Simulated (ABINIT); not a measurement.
**Run report: Si, oneshot calculation (part 1 of 4)**

- system: Si (Fd-3m, 2 atoms in the cell)
- method: Kohn-Sham DFT of a periodic cell, PBE, PseudoDojo NC SR PBE v0.5 stringent, no spin polarisation (ABINIT 10.8.3)

The structure derives from a Materials Project entry.

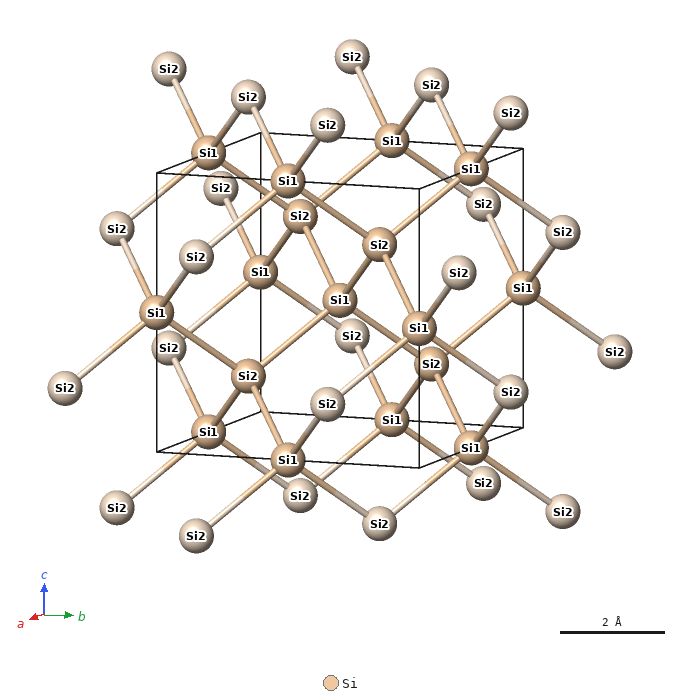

**Figure 1.** The structure as given in the input (ball-and-stick view of the cell 4 times as large as that of the calculation, set on its symmetry axes, seen slightly off an axis; neighbours outside the cell are drawn fainter; atoms are numbered from 1 in the order of the input). An atom can appear more than once, as a periodic image.

## Input file
```
ndtset 3

pp_dirpath "./"
pseudos "Si.upf"

acell 3.8492788627 3.8492788627 3.8492788627 Angstrom
rprim
     0.0000000000     0.7071067812     0.7071067812
     0.7071067812     0.0000000000     0.7071067812
     0.7071067812     0.7071067812     0.0000000000
ntypat 1
znucl 14
natom 2
typat 1 1
xred
            1/2            1/2            1/2
            3/4            3/4            3/4

ecut 380.959407 eV

kptopt 1
ngkpt 6 6 6
nshiftk 1
shiftk 0.0 0.0 0.0
istwfk *1

ixc 11

occopt 1

nstep 80
diemac 6.0

iomode 3
prteig 0
prtebands 0

nband1 4
tolvrs1 1.0e-12
prtden1 1
prtwf1 0

iscf2 -2
getden2 1
nband2 16
nbdbuf2 4
tolwfr2 1.0e-12
nstep2 120
prtden2 0

optdriver3 4
getwfk3 2
nband3 12
ecutsigx3 14.0
ecutwfn3 14.0
symsigma3 1
gwcalctyp3 15
ixc_sigma3 -428
getden3 1
fftgw3 01
gw_qprange3 -8
```

Hardware: 1 thread of AMD EPYC (Zen 3), 64 GiB of memory available, shared host.

Command:
```bash
abinit run.abi > log 2>&1
```

## What the program printed
```
.Version 10.8.3 of ABINIT
 DATASET    1 : space group Fd -3 m (#227); Bravais cF (face-center cubic)
================================================================================
 Values of the parameters that define the memory need for DATASET  1.
     intxc =       0    ionmov =       0      iscf =       7    lmnmax =       6
     lnmax =       6     mgfft =      27  mpssoang =       3    mqgrid =    3001
     natom =       2  nloc_mem =       1    nspden =       1   nspinor =       1
    nsppol =       1      nsym =      48    n1xccc =    2501    ntypat =       1
    occopt =       1   xclevel =       2
       mpw =         701          nfft =       19683          nkpt =          16
================================================================================
================================================================================

 DATASET    2 : space group Fd -3 m (#227); Bravais cF (face-center cubic)
================================================================================
 Values of the parameters that define the memory need for DATASET  2.
     intxc =       0    ionmov =       0      iscf =      -2    lmnmax =       6
     lnmax =       6     mgfft =      27  mpssoang =       3    mqgrid =    3001
     natom =       2  nloc_mem =       1    nspden =       1   nspinor =       1
    nsppol =       1      nsym =      48    n1xccc =    2501    ntypat =       1
    occopt =       1   xclevel =       2
       mpw =         701          nfft =       19683          nkpt =          16
================================================================================
================================================================================

 DATASET    3 : space group Fd -3 m (#227); Bravais cF (face-center cubic)
================================================================================
 Values of the parameters that define the memory need for DATASET  3.
     intxc =       0    ionmov =       0      iscf =       7    lmnmax =       6
     lnmax =       6     mgfft =      27  mpssoang =       3    mqgrid =    3001
     natom =       2  nloc_mem =       1    nspden =       1   nspinor =       1
    nsppol =       1      nsym =      48    n1xccc =    2501    ntypat =       1
    occopt =       1   xclevel =       2
       mpw =         701          nfft =       19683          nkpt =          16
================================================================================
================================================================================

--------------------------------------------------------------------------------
------------- Echo of variables that govern the present computation ------------
--------------------------------------------------------------------------------
 -outvars: echo values of preprocessed input variables --------
            acell      7.2740828327E+00  7.2740828327E+00  7.2740828327E+00 Bohr
              amu      2.80855000E+01
           diemac      6.00000000E+00
             ecut1     1.40000000E+01 Hartree
             ecut2     1.40000000E+01 Hartree
             ecut3     1.40000000E+01 Hartree
         ecutsigx1     0.00000000E+00 Hartree
         ecutsigx2     0.00000000E+00 Hartree
         ecutsigx3     1.40000000E+01 Hartree
          ecutwfn1     0.00000000E+00 Hartree
          ecutwfn2     0.00000000E+00 Hartree
          ecutwfn3     1.40000000E+01 Hartree
            fftgw1         21
            fftgw2         21
            fftgw3          1
           getden1          0
           getden2          1
           getden3          1
           getwfk1          0
           getwfk2          0
           getwfk3          2
        gwcalctyp1          0
        gwcalctyp2          0
        gwcalctyp3         15
       gw_qprange1          0
       gw_qprange2          0
       gw_qprange3         -8
             iscf1          7
             iscf2         -2
             iscf3          7
              ixc          11
        ixc_sigma1          1
        ixc_sigma2          1
        ixc_sigma3       -428
           jdtset        1    2    3
                       outvar_i_n : Printing only first  50 k-points.
         kptrlatt        6    0    0      0    6    0      0    0    6
          kptrlen      4.36444970E+01
            natom           2
            nband1          4
            nband2         16
            nband3         12
          nbandhf           4
           nbdbuf1          0
           nbdbuf2          4
           nbdbuf3          0
           ndtset           3
            ngfft          27      27      27
             nkpt          16
           nkpthf         216
          npwsigx1          0
          npwsigx2          0
          npwsigx3        701
            nstep1         80
            nstep2        120
            nstep3         80
             nsym          48
           ntypat           1
        optdriver1          0
        optdriver2          0
        optdriver3          4
           prtden1          1
           prtden2          0
           prtden3          1
        prtebands           0
           prteig           0
            prtwf1          0
            prtwf2          1
            prtwf3          1
            rprim      0.0000000000E+00  7.0710678120E-01  7.0710678120E-01
                       7.0710678120E-01  0.0000000000E+00  7.0710678120E-01
                       7.0710678120E-01  7.0710678120E-01  0.0000000000E+00
          spgroup         227
           tolvrs1     1.00000000E-12
           tolvrs2     0.00000000E+00
           tolvrs3     0.00000000E+00
           tolwfr1     0.00000000E+00
           tolwfr2     1.00000000E-12
           tolwfr3     0.00000000E+00
            typat      1  1
          usefock1          0
          usefock2          0
          usefock3          1
           xangst      2.7218511865E+00  2.7218511865E+00  2.7218511865E+00
                       4.0827767798E+00  4.0827767798E+00  4.0827767798E+00
            xcart      5.1435532980E+00  5.1435532980E+00  5.1435532980E+00
                       7.7153299471E+00  7.7153299471E+00  7.7153299471E+00
             xred      5.0000000000E-01  5.0000000000E-01  5.0000000000E-01
                       7.5000000000E-01  7.5000000000E-01  7.5000000000E-01
            znucl       14.00000

================================================================================

 chkinp: Checking input parameters for consistency, jdtset=   1.

 chkinp: Checking input parameters for consistency, jdtset=   2.

 chkinp: Checking input parameters for consistency, jdtset=   3.

================================================================================
== DATASET  1 ==================================================================

--- !DatasetInfo
iteration_state: {dtset: 1, }
dimensions: {natom: 2, nkpt: 16, mband: 4, nsppol: 1, nspinor: 1, nspden: 1, mpw: 701, }
cutoff_energies: {ecut:  14.0, pawecutdg:  -1.0, }
electrons: {nelect:   8.00000000E+00, charge:   0.00000000E+00, occopt:   1.00000000E+00, tsmear:   1.00000000E-02, }
meta: {optdriver: 0, ionmov: 0, optcell: 0, iscf: 7, paral_kgb: 0, }
...

 Exchange-correlation functional for the present dataset will be:
  GGA: Perdew-Burke-Ernzerhof functional - ixc=11
  J.P.Perdew, K.Burke, M.Ernzerhof, PRL 77, 3865 (1996)

 Real(R)+Recip(G) space primitive vectors, cartesian coordinates (Bohr,Bohr^-1):
 R(1)=  0.0000000  5.1435533  5.1435533  G(1)= -0.0972091  0.0972091  0.0972091
 R(2)=  5.1435533  0.0000000  5.1435533  G(2)=  0.0972091 -0.0972091  0.0972091
 R(3)=  5.1435533  5.1435533  0.0000000  G(3)=  0.0972091  0.0972091 -0.0972091
 Unit cell volume ucvol=  2.7215714E+02 bohr^3
 Angles (23,13,12)=  6.00000000E+01  6.00000000E+01  6.00000000E+01 degrees

 getcut: wavevector=  0.0000  0.0000  0.0000  ngfft=  27  27  27
         ecut(hartree)=     14.000   => boxcut(ratio)=   2.12524

--- Pseudopotential description ------------------------------------------------
- pspini: atom type   1  psp file is ./Si.upf
  14.00000   4.00000  171031                  znucl, zion, pspdat
12 -101130 2 -1 1510                          pspcod,pspxc,lmax,lloc,mmax
     nproj     2     2     2

   1.49491450E+02                                ecore*ucvol(ha*bohr**3)
--------------------------------------------------------------------------------

================================================================================

--- !BeginCycle
iteration_state: {dtset: 1, }
solver: {iscf: 7, nstep: 80, nline: 4, wfoptalg: 0, }
tolerances: {tolvrs: 1.00E-12, }
...

     iter   Etot(hartree)      deltaE(h)  residm     vres2
 ETOT  1  -8.4573935644871    -8.457E+00 9.289E-03 4.632E+00
 ETOT  2  -8.4614513418073    -4.058E-03 1.762E-06 4.820E-02
 ETOT  3  -8.4614656957337    -1.435E-05 9.440E-08 3.689E-04
 ETOT  4  -8.4614657598357    -6.410E-08 3.947E-10 9.292E-06
 ETOT  5  -8.4614657615196    -1.684E-09 1.448E-11 1.253E-07
 ETOT  6  -8.4614657615306    -1.104E-11 1.216E-13 3.378E-09
 ETOT  7  -8.4614657615311    -4.512E-13 4.412E-15 4.022E-11
 ETOT  8  -8.4614657615311    -3.020E-14 3.911E-17 1.492E-13

 At SCF step    8       vres2   =  1.49E-13 < tolvrs=  1.00E-12 =>converged.

 Cartesian components of stress tensor (hartree/bohr^3)
  sigma(1 1)= -4.36108622E-05  sigma(3 2)=  0.00000000E+00
  sigma(2 2)= -4.36108622E-05  sigma(3 1)=  0.00000000E+00
  sigma(3 3)= -4.36108622E-05  sigma(2 1)=  0.00000000E+00

--- !ResultsGS
iteration_state: {dtset: 1, }
comment   : Summary of ground state results
lattice_vectors:
- [  0.0000000,   5.1435533,   5.1435533, ]
- [  5.1435533,   0.0000000,   5.1435533, ]
- [  5.1435533,   5.1435533,   0.0000000, ]
lattice_lengths: [   7.27408,    7.27408,    7.27408, ]
lattice_angles: [ 60.000,  60.000,  60.000, ] # degrees, (23, 13, 12)
lattice_volume:   2.7215714E+02
convergence: {deltae: -3.020E-14, res2:  1.492E-13, residm:  3.911E-17, diffor: null, }
etotal    :  -8.46146576E+00
entropy   :   0.00000000E+00
fermie    :   1.57846467E-01
cartesian_stress_tensor: # hartree/bohr^3
- [ -4.36108622E-05,   0.00000000E+00,   0.00000000E+00, ]
- [  0.00000000E+00,  -4.36108622E-05,   0.00000000E+00, ]
- [  0.00000000E+00,   0.00000000E+00,  -4.36108622E-05, ]
pressure_GPa:   1.2831E+00
xred      :
- [  5.0000E-01,   5.0000E-01,   5.0000E-01, Si]
- [  7.5000E-01,   7.5000E-01,   7.5000E-01, Si]
cartesian_forces: # hartree/bohr
- [ -1.63593451E-30,   4.54063039E-47,   1.63593451E-30, ]
- [  1.63593451E-30,  -4.54063039E-47,  -1.63593451E-30, ]
force_length_stats: {min:   2.31356077E-30, max:   2.31356077E-30, mean:   2.31356077E-30, }
...

 Integrated electronic density in atomic spheres:
 ------------------------------------------------
 Atom  Sphere_radius  Integrated_density
    1        2.00000          1.79460509
    2        2.00000          1.74866402
================================================================================

 ----iterations are completed or convergence reached----

 Mean square residual over all n,k,spin=   67.995E-19; max=  39.112E-18
 reduced coordinates (array xred) for    2 atoms
       0.500000000000      0.500000000000      0.500000000000
       0.750000000000      0.750000000000      0.750000000000
 rms dE/dt=  9.7162E-30; max dE/dt=  1.6829E-29; dE/dt below (all hartree)
    1      -0.000000000000      0.000000000000      0.000000000000
    2       0.000000000000      0.000000000000      0.000000000000

 cartesian coordinates (angstrom) at end:
    1      2.72185118654499     2.72185118654499     2.72185118654499
    2      4.08277677981749     4.08277677981749     4.08277677981749

 cartesian forces (hartree/bohr) at end:
    1     -0.00000000000000     0.00000000000000     0.00000000000000
    2      0.00000000000000    -0.00000000000000    -0.00000000000000
 frms,max,avg= 1.3357349E-30 1.6359345E-30   0.000E+00  0.000E+00  0.000E+00 h/b

 cartesian forces (eV/Angstrom) at end:
    1     -0.00000000000000     0.00000000000000     0.00000000000000
    2      0.00000000000000    -0.00000000000000    -0.00000000000000
 frms,max,avg= 6.8686252E-29 8.4123135E-29   0.000E+00  0.000E+00  0.000E+00 e/A
 length scales=  7.274082832749  7.274082832749  7.274082832749 bohr
              =  3.849278862700  3.849278862700  3.849278862700 angstroms
 Fermi (or HOMO) energy (hartree) =   0.15785   Average Vxc (hartree)=  -0.34024
 Eigenvalues (hartree) for nkpt=  16  k points:
 kpt#   1, nband=  4, wtk=  0.00463, kpt=  0.0000  0.0000  0.0000 (reduced coord)
  -0.28011    0.15785    0.15785    0.15785
 prteigrs : prtvol=0 or 1, do not print more k-points.

--- !EnergyTerms
iteration_state     : {dtset: 1, }
comment             : Components of total free energy in Hartree
kinetic             :  3.06314677314581E+00
hartree             :  5.52907549375596E-01
xc                  : -3.08877715363744E+00
Ewald energy        : -8.37832950413793E+00
psp_core            :  5.49283590361483E-01
local_psp           : -2.31059373485158E+00
non_local_psp       :  1.15089671821297E+00
total_energy        : -8.46146576153110E+00
total_energy_eV     : -2.30248213044166E+02
band_energy         : -2.20703302641305E-01
...

 Cartesian components of stress tensor (hartree/bohr^3)
  sigma(1 1)= -4.36108622E-05  sigma(3 2)=  0.00000000E+00
  sigma(2 2)= -4.36108622E-05  sigma(3 1)=  0.00000000E+00
  sigma(3 3)= -4.36108622E-05  sigma(2 1)=  0.00000000E+00

-Cartesian components of stress tensor (GPa)         [Pressure=  1.2831E+00 GPa]
- sigma(1 1)= -1.28307586E+00  sigma(3 2)=  0.00000000E+00
- sigma(2 2)= -1.28307586E+00  sigma(3 1)=  0.00000000E+00
- sigma(3 3)= -1.28307586E+00  sigma(2 1)=  0.00000000E+00

================================================================================
== DATASET  2 ==================================================================

--- !DatasetInfo
iteration_state: {dtset: 2, }
dimensions: {natom: 2, nkpt: 16, mband: 16, nsppol: 1, nspinor: 1, nspden: 1, mpw: 701, }
cutoff_energies: {ecut:  14.0, pawecutdg:  -1.0, }
electrons: {nelect:   8.00000000E+00, charge:   0.00000000E+00, occopt:   1.00000000E+00, tsmear:   1.00000000E-02, }
meta: {optdriver: 0, ionmov: 0, optcell: 0, iscf: -2, paral_kgb: 0, }
...

 mkfilename : getden/=0, take file _DEN from output of DATASET   1.

 Exchange-correlation functional for the present dataset will be:
  GGA: Perdew-Burke-Ernzerhof functional - ixc=11
  J.P.Perdew, K.Burke, M.Ernzerhof, PRL 77, 3865 (1996)

 Real(R)+Recip(G) space primitive vectors, cartesian coordinates (Bohr,Bohr^-1):
 R(1)=  0.0000000  5.1435533  5.1435533  G(1)= -0.0972091  0.0972091  0.0972091
 R(2)=  5.1435533  0.0000000  5.1435533  G(2)=  0.0972091 -0.0972091  0.0972091
 R(3)=  5.1435533  5.1435533  0.0000000  G(3)=  0.0972091  0.0972091 -0.0972091
 Unit cell volume ucvol=  2.7215714E+02 bohr^3
 Angles (23,13,12)=  6.00000000E+01  6.00000000E+01  6.00000000E+01 degrees

 getcut: wavevector=  0.0000  0.0000  0.0000  ngfft=  27  27  27
         ecut(hartree)=     14.000   => boxcut(ratio)=   2.12524
--------------------------------------------------------------------------------
```
